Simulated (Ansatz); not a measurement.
Geometry relaxation, with input and output: Mg

Mg (4 atoms in the cell), computed with DFT PBE+D3(BJ), scalar-relativistic, plane waves, PAW, no spin polarisation (Ansatz 0.2.0).

The structure was made by swapping elements on the sites of another compound; it need not be a known phase. It belongs to a series of runs on one base structure; here: Al -> Mg on all its sites, cell and atoms relaxed. Figures and captions count atoms from 1; the log counts them from 0 in places.

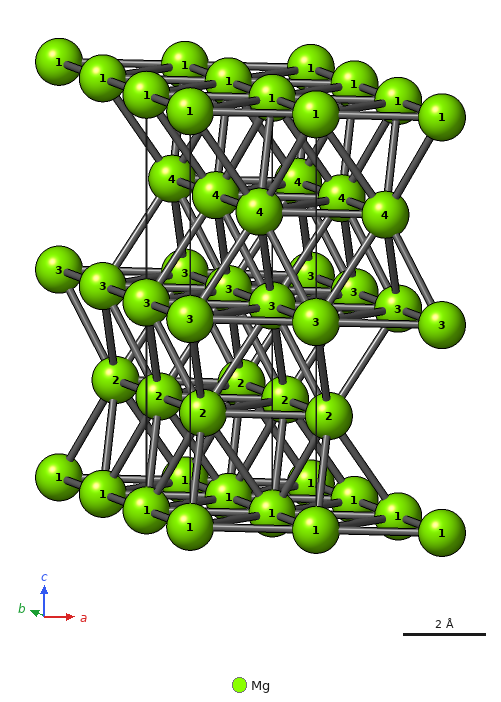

Figure 1. The input geometry (ball-and-stick view of the cell of the calculation, repeated 2 × 3 × 1, seen slightly off an axis; atoms are numbered from 1 in the order of the input).

## Key numbers

| quantity | value |
| --- | --- |
| outcome | converged |
| space group (tolerance 0.01 Å) | P6₃/mmc (194) |
| electrons treated | 40 |
| free energy | −7696.3547 eV |
| Fermi energy | 6.104 eV |
| gap on the k-point mesh | none (metallic) |
| pressure | 0.01 GPa |
| final volume | 87.07 Å³ |
| largest force (length of the vector) at the end | under 0.001 eV/Å |
| final cell | a = 3.152 Å, b = 3.152 Å, c = 10.122 Å, α = 90.00°, β = 90.00°, γ = 120.00° |
| hardware | 1 thread of Intel Xeon (Granite Rapids), 32 GiB of memory available, shared host |
| wall time | 17 s |
| peak memory | 0.5 GiB |

## The input
```yaml
crystal:
  lattice:
    - [3.1192369753, 0.0, 0.0]
    - [-1.5596184877, 2.701338461, 0.0]
    - [0.0, 0.0, 10.2414293846]
  atoms:
    - { symbol: Mg, position: [0.0, 0.0, 0.0] }
    - { symbol: Mg, position: [0.3333333333, 0.6666666667, 0.25] }
    - { symbol: Mg, position: [0.0, 0.0, 0.5] }
    - { symbol: Mg, position: [0.6666666667, 0.3333333333, 0.75] }
basis:
  ecutwfc: 420
kpoints:
  mp_grid: { grid: [18, 18, 4] }
hamiltonian:
  xc: pbe
  dispersion: d3bj
scf:
  occupations: { method: gaussian, width: 0.1 }
output:
  forces: true
  stress: true
  eigenvalues: true
relax:
  adjacent_minimum: "off"
  f_tol: 0.01
  max_steps: 60
  cell: { stress_tol: 0.1 }
```

Run as:
```bash
ansatz run input.yaml --threads 1 --pin off --max-ram 2560MiB --backend cpu --events-out ev --progress --plain --runs-dir out
```

## Output
```
Engine: ansatz 0.2.0, x86_64-unknown-linux-gnu
Pseudopotentials: kind: paw
Pseudopotential: Mg, paw, valence charge 10, recommended cutoff 420 eV (normal), Mg.paw.azcp
Functional definition: PBE
  parameter kappa = 0.804
  parameter beta = 0.06672455060314922
  exchange = pbe_x(kappa = kappa, mu = beta*pi^2/3)
  correlation = pbe_c(beta = beta)
Crystal: 4 atoms, lattice volume = 86.295 Å³
Basis set: ecut = 420 eV, 1655 PW (Γ), exchange–correlation on 48×48×144 points (8 copies of the dense FFT grid, shifted against one another)
Bands: 24, of which v1, the nominal top of the filled ones, is band 20 counted from 1 (19 counted from 0)
Symmetry: 24 space group operations
Space group: P63/mmc (ITA 194), of the structure as read, at distance tolerance 4.4e-5 Å
k-points: 111 of 1296
Non-local potential: Mg, projectors of the file, l = 0: 3, l = 1: 2, l = 2: 1
PAW form: soft (Blöchl's): semilocal exchange-correlation on the pseudo side does not see the compensation charge
PAW one-centre angular grid: Mg, 110 points (default); XC on 64 Gauss nodes
Initial density: superposition of atomic densities (neutral atoms: chi_scale 0, normalization atom), corrected by the library's trained network
Initial wavefunctions: pseudopotential atomic-orbital guess
Functional: x = pbe(κ = 0.804, μ = 0.2195149727645171), c = pbe(β = 0.06672455060314922)
SCF iter   1: F=—  HF=-7696.350738 eV  |F-HF|=—  |Δ(HF+E_count)|=         —  Δρ=9.22e-4  dr2=9.22e-4  ethr=1.77e-3  ⟨swp⟩=5.6  Hψ=11880  notcnv=0
preconditioner: auto → Kerker (q_TF=auto, 2.400 Å⁻¹)  [metal: Δε(μ)=0.012 eV  Ē_g=5.444 eV  σ=0.100 eV  W_gap=0.07  n_scr=12 (ndim 8)  ℏωp=11.3 eV  f_vac=0.000  D(μ)=1.94/eV (n_scr^D=6)]
SCF iter   2: F=—  HF=-7696.350378 eV  |F-HF|=—  |Δ(HF+E_count)|=   3.60e-4  Δρ=6.33e-4  dr2=4.59e-4  ethr=2.31e-6  ⟨swp⟩=1.6  Hψ=4262  notcnv=0
SCF iter   3: F=—  HF=-7696.350370 eV  |F-HF|=—  |Δ(HF+E_count)|=   8.59e-6  Δρ=1.30e-4  dr2=1.53e-5  ethr=1.15e-6  ⟨swp⟩=1.6  Hψ=2861  notcnv=0
SCF iter   4: F=—  HF=-7696.350353 eV  |F-HF|=—  |Δ(HF+E_count)|=   1.64e-5  Δρ=4.91e-5  dr2=1.87e-6  ethr=3.83e-8  ⟨swp⟩=2.4  Hψ=4744  notcnv=0
SCF iter   5: F=—  HF=-7696.350353 eV  |F-HF|=—  |Δ(HF+E_count)|=   1.39e-8  Δρ=1.34e-5  dr2=1.01e-7  ethr=4.68e-9  ⟨swp⟩=2.0  Hψ=4224  notcnv=0
SCF iter   6: F=-7696.350353 eV  HF=-7696.350353 eV  |F-HF|=4.76e-9  |Δ(HF+E_count)|=   2.59e-8  Δρ=2.20e-6  dr2=8.01e-9  ethr=2.50e-10  ⟨swp⟩=4.5  Hψ=8637  notcnv=0
SCF 1 converged in 6 iterations: F = -7696.350353 eV  dr2 = 8.01e-9
  greatest PAW one-centre occupation: 1.000 electrons in one spin orbital (limit 2), on the Mg atom at site 3 (counted from 0), in its partial waves of l = 0
relax step   1: F+E_penalty+E_count = -7696.35035331 eV  Δ(F+E_penalty+E_count) = +0.000e0 eV  max|allowed force component| = 6.361e-17 eV/Å  Δτ_max = 0.0000 Å  P = +0.373 GPa  Ω = 86.295 Å³  (6 SCF iters, dr2 threshold 1.00e-7 eV, accepted)
Crystal: 4 atoms, lattice volume = 87.056 Å³
Basis set: ecut = 420 eV, 1679 PW (Γ), exchange–correlation on 48×48×144 points (8 copies of the dense FFT grid, shifted against one another)
Initial density: handed on by an earlier stage of this run
Initial wavefunctions: those handed on with the density
iter 1 solved again at ethr=1.13e-7 eV; its pass at ethr=3.10e-3 eV (dr2=4.53e-5 eV) is discarded
SCF iter   1: F=—  HF=-7696.353824 eV  |F-HF|=—  |Δ(HF+E_count)|=         —  Δρ=1.81e-4  dr2=3.93e-5  ethr=1.13e-7  ⟨swp⟩=2.8  Hψ=14891  notcnv=0
preconditioner: auto → Kerker (q_TF=auto, 2.397 Å⁻¹)  [metal: Δε(μ)=0.005 eV  Ē_g=5.417 eV  σ=0.100 eV  W_gap=0.03  n_scr=24 (ndim 8)  ℏωp=11.3 eV  f_vac=0.000  D(μ)=2.04/eV (n_scr^D=6)]
SCF iter   2: F=—  HF=-7696.353790 eV  |F-HF|=—  |Δ(HF+E_count)|=   3.43e-5  Δρ=1.27e-4  dr2=1.99e-5  ethr=9.82e-8  ⟨swp⟩=1.0  Hψ=2664  notcnv=0
SCF iter   3: F=—  HF=-7696.353782 eV  |F-HF|=—  |Δ(HF+E_count)|=   8.01e-6  Δρ=2.70e-5  dr2=8.05e-7  ethr=4.97e-8  ⟨swp⟩=1.0  Hψ=2669  notcnv=0
SCF iter   4: F=-7696.353781 eV  HF=-7696.353781 eV  |F-HF|=1.53e-8  |Δ(HF+E_count)|=   2.37e-7  Δρ=4.46e-6  dr2=2.17e-8  ethr=1.00e-9  ⟨swp⟩=4.9  Hψ=9194  notcnv=0
SCF 2 converged in 4 iterations: F = -7696.353781 eV  dr2 = 2.17e-8
relax step   2: F+E_penalty+E_count = -7696.35378142 eV  Δ(F+E_penalty+E_count) = -3.428e-3 eV  max|allowed force component| = 5.551e-17 eV/Å  Δτ_max = 0.0000 Å  P = +0.013 GPa  Ω = 87.056 Å³  energy of the carried Pulay correction = -1.605e-5 eV  (4 SCF iters, dr2 threshold 4.00e-7 eV, accepted)
Crystal: 4 atoms, lattice volume = 87.070 Å³
Basis set: ecut = 420 eV, 1677 PW (Γ), exchange–correlation on 48×48×144 points (8 copies of the dense FFT grid, shifted against one another)
iter 1 solved again at ethr=1.32e-7 eV; its pass at ethr=3.10e-3 eV (dr2=5.29e-5 eV) is discarded
SCF iter   1: F=—  HF=-7696.354730 eV  |F-HF|=—  |Δ(HF+E_count)|=         —  Δρ=2.09e-4  dr2=5.39e-5  ethr=1.32e-7  ⟨swp⟩=3.2  Hψ=15378  notcnv=0
preconditioner: auto → Kerker (q_TF=auto, 2.397 Å⁻¹)  [metal: Δε(μ)=0.015 eV  Ē_g=5.420 eV  σ=0.100 eV  W_gap=0.09  n_scr=24 (ndim 8)  ℏωp=11.3 eV  f_vac=0.000  D(μ)=1.96/eV (n_scr^D=6)]
SCF iter   2: F=—  HF=-7696.354691 eV  |F-HF|=—  |Δ(HF+E_count)|=   3.81e-5  Δρ=1.46e-4  dr2=2.69e-5  ethr=1.32e-7  ⟨swp⟩=1.0  Hψ=2664  notcnv=0
SCF iter   3: F=—  HF=-7696.354686 eV  |F-HF|=—  |Δ(HF+E_count)|=   5.45e-6  Δρ=2.52e-5  dr2=8.20e-7  ethr=6.72e-8  ⟨swp⟩=1.0  Hψ=2664  notcnv=0
SCF iter   4: F=-7696.354686 eV  HF=-7696.354686 eV  |F-HF|=1.46e-9  |Δ(HF+E_count)|=   1.50e-7  Δρ=1.93e-6  dr2=2.25e-9  ethr=5.64e-10  ⟨swp⟩=4.7  Hψ=8836  notcnv=0
SCF 3 converged in 4 iterations: F = -7696.354686 eV  dr2 = 2.25e-9
relax step   3: F+E_penalty+E_count = -7696.35468586 eV  Δ(F+E_penalty+E_count) = -9.044e-4 eV  max|allowed force component| = 4.510e-17 eV/Å  Δτ_max = 0.0000 Å  P = +0.009 GPa  Ω = 87.070 Å³  energy of the carried Pulay correction = -1.725e-5 eV  (4 SCF iters, dr2 threshold 2.25e-7 eV, accepted)
Initial wavefunctions: pseudopotential atomic-orbital guess (no wavefunctions were taken with the density)
iter 1 solved again at ethr=8.93e-10 eV; its pass at ethr=3.10e-3 eV (dr2=3.57e-7 eV) is discarded
SCF iter   1: F=—  HF=-7696.354727 eV  |F-HF|=—  |Δ(HF+E_count)|=         —  Δρ=2.80e-5  dr2=1.87e-8  ethr=8.93e-10  ⟨swp⟩=3.6  Hψ=20396  notcnv=0
SCF iter   2: F=—  HF=-7696.354700 eV  |F-HF|=—  |Δ(HF+E_count)|=   2.74e-5  Δρ=1.43e-5  dr2=5.69e-9  ethr=4.68e-11  ⟨swp⟩=2.0  Hψ=4916  notcnv=0
SCF iter   3: F=—  HF=-7696.354701 eV  |F-HF|=—  |Δ(HF+E_count)|=   5.68e-7  Δρ=6.13e-7  dr2=1.70e-10  ethr=1.42e-11  ⟨swp⟩=2.0  Hψ=3115  notcnv=0
SCF iter   4: F=-7696.354701 eV  HF=-7696.354701 eV  |F-HF|=1.75e-10  |Δ(HF+E_count)|=  1.61e-10  Δρ=3.24e-7  dr2=5.15e-11  ethr=1.00e-12  ⟨swp⟩=4.1  Hψ=8230  notcnv=0
SCF 4 converged in 4 iterations: F = -7696.354701 eV  dr2 = 5.15e-11
relax step   4: F+E_penalty+E_count = -7696.35470068 eV  Δ(F+E_penalty+E_count) = -1.482e-5 eV  max|allowed force component| = 6.939e-18 eV/Å  Δτ_max = 0.0000 Å  P = +0.009 GPa  Ω = 87.070 Å³  stress off target by 6.26e-2 GPa  SCF on the basis re-selected at this cell (its energy is not comparable with the rows above)  (4 SCF iters)
```

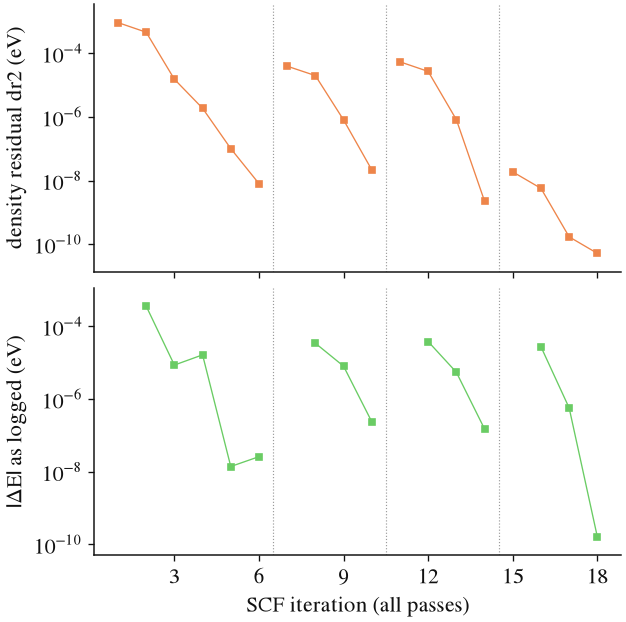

Figure 2. Convergence of the self-consistent field: density residual dr2 and size of the energy change against the SCF iteration. The dotted lines part the SCF passes of the relaxation: geometry steps, rejected trials and re-solves on a re-selected basis. The passes take 6, 4, 4 and 4 iterations.

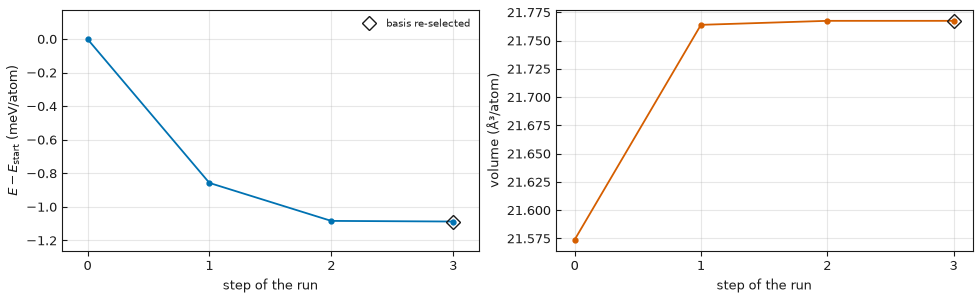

Figure 3. Progress of the relaxation, step by step (the first geometry is step 0 here and step 1 in the log).

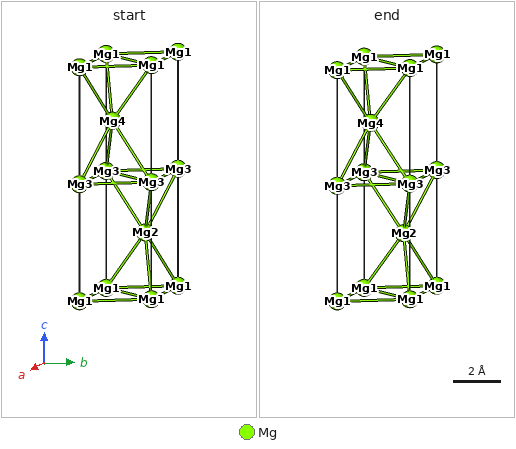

Figure 4. Before (left) and after (right) the relaxation, at one scale (ball-and-stick view of the cell of the calculation, seen slightly off an axis). No atom moves by more than 0.005 Å relative to the cell. The drawn cell changes as follows: a = b 3.119 → 3.152 Å (+1.0 %), c 10.241 → 10.122 Å (−1.2 %); the volume changes by +0.9 %. Distances before and after: Mg1–Mg1 3.119 → 3.152 Å, Mg1–Mg2 3.130 → 3.117 Å. The space group stays P6_3/mmc (No. 194). Over 2 geometry steps the energy falls by 1.1 meV per atom. All forces vanish by symmetry, so only the cell relaxes. The pressure goes from 0.37 to 0.01 GPa. A last SCF at the same geometry on a re-selected plane-wave basis shifts the energy by next to nothing (0.0 meV per atom). (Atoms are counted from 1 in the order of the input.)

```
basis re-selected at this cell: Δ(F+E_penalty+E_count) = -1.482e-5 eV, ΔP = -0.000 GPa vs the last step (what re-selecting the basis moved, of the pressure what is left beyond the Pulay correction that the steps carried, after the strain that the cell walked since its last selection, with what the two solves' SCF thresholds leave and, on support functions, any second-order correction that the steps lacked; it is no measure of the basis error at this ecutwfc). This SCF's stress stands 6.26e-2 GPa from its target on what of the cell is left free (relax.cell.stress_tol is 1.00e-1 GPa) and its largest allowed force component is 6.94e-18 eV/Å (relax.f_tol is 1.00e-2 eV/Å): within both
SCF converged after 4 iterations
Free energy (F): -7696.354701 eV
Harris-Foulkes:  -7696.354701 eV  (|F-HF|=1.75e-10)
Internal energy: -7696.344904 eV  (E = F + TS)
E sigma→0 (E₀):  -7696.349802 eV
Entropy (-TS):   -0.009796 eV (-2.449 meV/atom)
Fermi energy:    6.104207 eV
--- Per-component energies (eV) ---
  E_band       = -1410.128140
  E_kinetic    = 300.780306
  E_local      = -6397.432253  (includes V_loc(G=0)·N_el)
  E_nonlocal   = 382.804601
  E_hartree    = 2281.670226
  E_xc         = -114.530220
  E_vxc        = -147.787760  (∫ρ·V_xc dr)
  E_paw        = -1169.524910  (= ΣΔE_a)
  E_vpaw       = -111.833398  (= ΣTr[D̂ρ^β])
  E_aug_tail   = -0.000011  (compensation charges beyond the density's cutoff)
  E_ewald      = -2978.916417
  E_disp       = -1.196227  (pairwise vdW)
  E_smearing   = -0.009796  (= −TS)
  E_closure    = 0.000000  (closes the sum)
  Σ components = -7696.354701   (vs F -7696.354701, Δ=0.00e0)
--- Forces (eV/Å), atoms counted from 1 ---
  atom   1  Mg     0.00000000    -0.00000000    -0.00000000
  atom   2  Mg    -0.00000000     0.00000000     0.00000000
  atom   3  Mg    -0.00000000     0.00000000     0.00000000
  atom   4  Mg     0.00000000     0.00000000     0.00000000
  max |Σ_I F_I| component: 1.39e-17 eV/Å
--- Stress (GPa, compression-positive) ---
       -0.018138      -0.000000       0.000000
       -0.000000      -0.018138       0.000000
        0.000000       0.000000       0.062650
  P = ⅓ Tr σ = 0.0088 GPa (0.088 kbar)
--- Band table (eV; the first three rows and the last of 111) ---
  k-point 0: bands = ["-69.8249", "-69.8244", "-69.8170", "-69.8165", "-36.5974", "-36.5807", "-36.5720", "-36.5641", "-36.5641", "-36.5629", "-36.5629", "-36.5556", "-36.5556", "-36.5552", "-36.5544", "-36.5544", "-1.0651", "0.4009", "0.4010", "4.3929", "4.9637", "11.4506", "11.4622", "17.2511"]
  k-point 1: bands = ["-69.8249", "-69.8245", "-69.8170", "-69.8166", "-36.5959", "-36.5854", "-36.5673", "-36.5639", "-36.5639", "-36.5631", "-36.5631", "-36.5567", "-36.5554", "-36.5554", "-36.5546", "-36.5546", "-0.9727", "-0.2371", "1.2138", "3.3344", "6.1790", "9.5526", "13.4818", "17.3108"]
  k-point 2: bands = ["-69.8247", "-69.8247", "-69.8168", "-69.8168", "-36.5916", "-36.5916", "-36.5635", "-36.5635", "-36.5635", "-36.5635", "-36.5611", "-36.5611", "-36.5550", "-36.5550", "-36.5550", "-36.5550", "-0.6960", "-0.6960", "2.1955", "2.1955", "7.7882", "7.7882", "15.5854", "15.5854"]
  k-point 110: bands = ["-69.8218", "-69.8218", "-69.8144", "-69.8144", "-36.5868", "-36.5868", "-36.5865", "-36.5865", "-36.5809", "-36.5809", "-36.5753", "-36.5753", "-36.5669", "-36.5669", "-36.5641", "-36.5641", "5.6320", "5.6320", "5.7554", "5.7554", "5.8825", "5.8825", "8.0977", "8.0977"]
--- Relaxed structure (3 steps of the walk, 3 accepted, 1 SCFs on fresh bases) ---
  F+E_penalty+E_count = -7696.35470068 eV   max|allowed force component| = 6.939e-18 eV/Å   (the final SCF, on the basis selected at the relaxed cell)
  cell:  # Å, volume = 87.0700 Å³
    - [3.1516493785825013, 2.916740985028405e-11, 0.0]
    - [-1.57582468931651, 2.729408425659302, 0.0]
    - [0.0, 0.0, 10.121901860087968]
  atoms:
    - { symbol: Mg, position: [1.30334981101406e-34, 1.8863573439798361e-34, 2.9383257210463976e-37] }
    - { symbol: Mg, position: [0.3333333333333333, 0.6666666666666669, 0.25] }
    - { symbol: Mg, position: [1.7489460340094745e-34, 2.77754978995638e-34, 0.5] }
    - { symbol: Mg, position: [0.6666666666666667, 0.3333333333333333, 0.75] }
```

## Trajectory as extended XYZ (Å, eV, eV/Å), 4 frames, from step=1 to step=4
```
4
Lattice="3.1192 0.0000 0.0000 -1.5596 2.7013 0.0000 0.0000 0.0000 10.2414" Properties=species:S:1:pos:R:3:forces:R:3 step=1 energy=-7696.35035 pressure_GPa=0.37
Mg    0.0000    0.0000    0.0000    0.0000   0.0000   0.0000
Mg    0.0000    1.8009    2.5604    0.0000   0.0000   0.0000
Mg    0.0000    0.0000    5.1207    0.0000   0.0000   0.0000
Mg    1.5596    0.9004    7.6811    0.0000   0.0000   0.0000
4
Lattice="3.1392 0.0000 0.0000 -1.5696 2.7186 0.0000 0.0000 0.0000 10.2006" Properties=species:S:1:pos:R:3:forces:R:3 step=2 energy=-7696.35378 pressure_GPa=0.01
Mg    0.0000    0.0000    0.0000    0.0000   0.0000   0.0000
Mg    0.0000    1.8124    2.5502    0.0000   0.0000   0.0000
Mg    0.0000    0.0000    5.1003    0.0000   0.0000   0.0000
Mg    1.5696    0.9062    7.6505    0.0000   0.0000   0.0000
4
Lattice="3.1516 0.0000 0.0000 -1.5758 2.7294 0.0000 0.0000 0.0000 10.1219" Properties=species:S:1:pos:R:3:forces:R:3 step=3 energy=-7696.35469 pressure_GPa=0.01
Mg    0.0000    0.0000    0.0000    0.0000   0.0000   0.0000
Mg    0.0000    1.8196    2.5305    0.0000   0.0000   0.0000
Mg    0.0000    0.0000    5.0610    0.0000   0.0000   0.0000
Mg    1.5758    0.9098    7.5914    0.0000   0.0000   0.0000
4
Lattice="3.1516 0.0000 0.0000 -1.5758 2.7294 0.0000 0.0000 0.0000 10.1219" Properties=species:S:1:pos:R:3:forces:R:3 step=4 energy=-7696.35470 pressure_GPa=0.01
Mg    0.0000    0.0000    0.0000    0.0000   0.0000   0.0000
Mg    0.0000    1.8196    2.5305    0.0000   0.0000   0.0000
Mg    0.0000    0.0000    5.0610    0.0000   0.0000   0.0000
Mg    1.5758    0.9098    7.5914    0.0000   0.0000   0.0000
```
